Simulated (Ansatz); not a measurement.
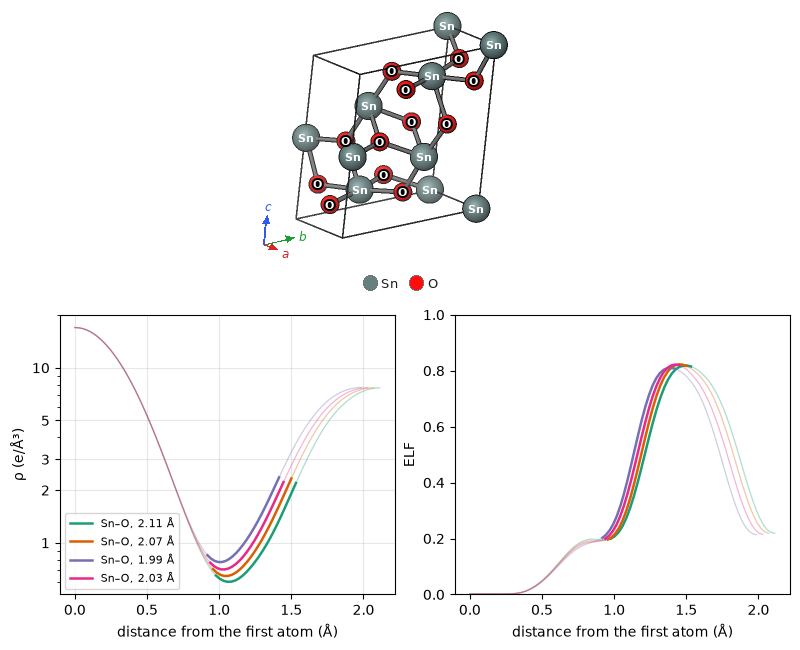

SnO₂. Valence pseudo-density and electron localisation function along straight lines between neighbouring atoms. Thin, pale parts lie inside the atomic spheres. The structure is drawn too.

Space group P1; not relaxed (largest force 1.5 eV/Å); computed pressure about 9 GPa in this cell.

Method: DFT PBE, scalar-relativistic, plane waves, PAW in Ansatz 0.2.0.

Core electrons are frozen (PAW), and the valence fields are smoothed inside the atomic spheres.

Compare the contacts.

Sn–O (2.11 Å): the density is about 0.6 e/Å³ at the midpoint; the ELF peaks at about 0.80 in the valence shell of O, 0.6 Å from its nucleus, and is about 0.25 at the midpoint: no shared electron pair shows on this line.
Sn–O (2.07 Å): ρ at the midpoint is about 0.65 e/Å³; the ELF peaks at about 0.80 in the valence shell of O, 0.6 Å from its nucleus, and is about 0.25 at the midpoint; no localised pair shows between them.
Sn–O (1.99 Å): ρ is about 0.78 e/Å³ halfway; the ELF peaks at about 0.80 in the valence shell of O, 0.6 Å from its nucleus, and is about 0.25 at the midpoint (no localised pair shows between them).
Sn–O (2.03 Å): ρ at the midpoint is about 0.7 e/Å³; the ELF peaks at about 0.80 in the valence shell of O, 0.6 Å from its nucleus, and is about 0.25 at the midpoint (no localised pair shows between them).
